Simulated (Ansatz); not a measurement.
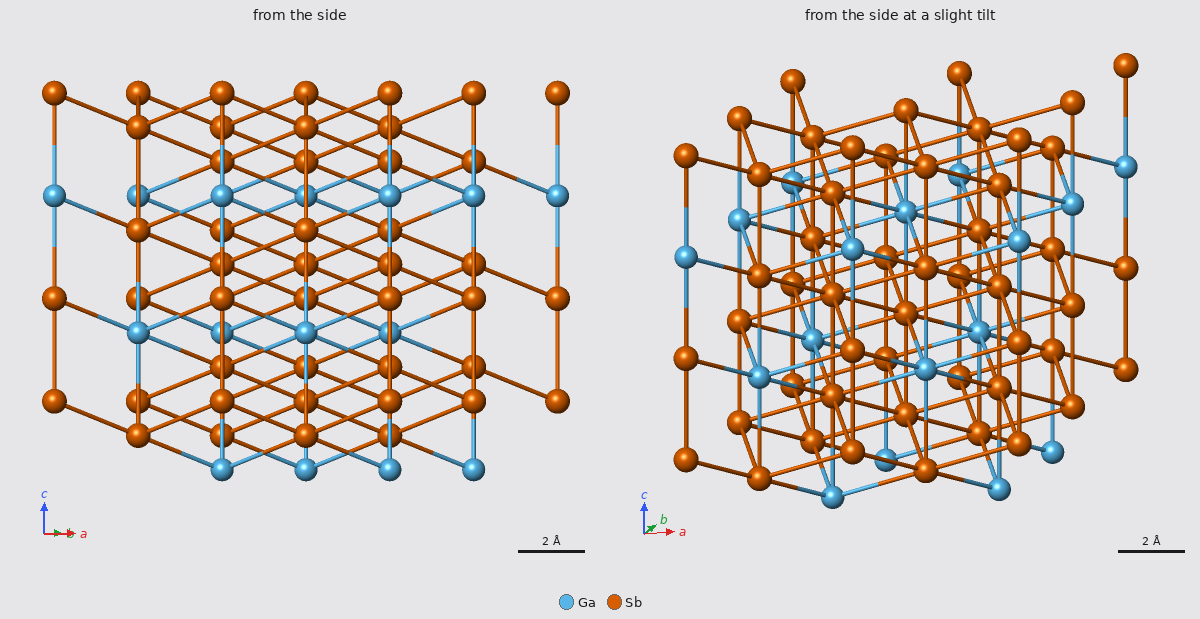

A ball-and-stick picture of a periodic slab, seen from the side and from the side at a slight tilt. The surface normal points up in side views; the vacuum is left out. 2×2 cells are drawn in the plane, with atoms at the edges repeated.

The cell holds 3 Ga, 9 Sb.

What do the upper and lower surfaces expose?

The top face ends in Sb, the bottom face in Ga. The faces differ, so the slab can carry a dipole.

What is its extent along the surface normal?

About 12 Å from the lowest to the highest atom.

State the number of planes and their content from above.

Twelve planes: Sb / Sb / Sb / Ga / Sb / Sb / Sb / Ga / Sb / Sb / Sb / Ga.

The initial geometry was a structure listed in the Materials Project. The cell was then strained or its atoms displaced on purpose. It went into a calculation with Ansatz.

At this level of theory the run's own cell isn't at rest (forces up to 0.7 eV/Å), so its distances can differ from those at equilibrium, the more so the softer the solid.
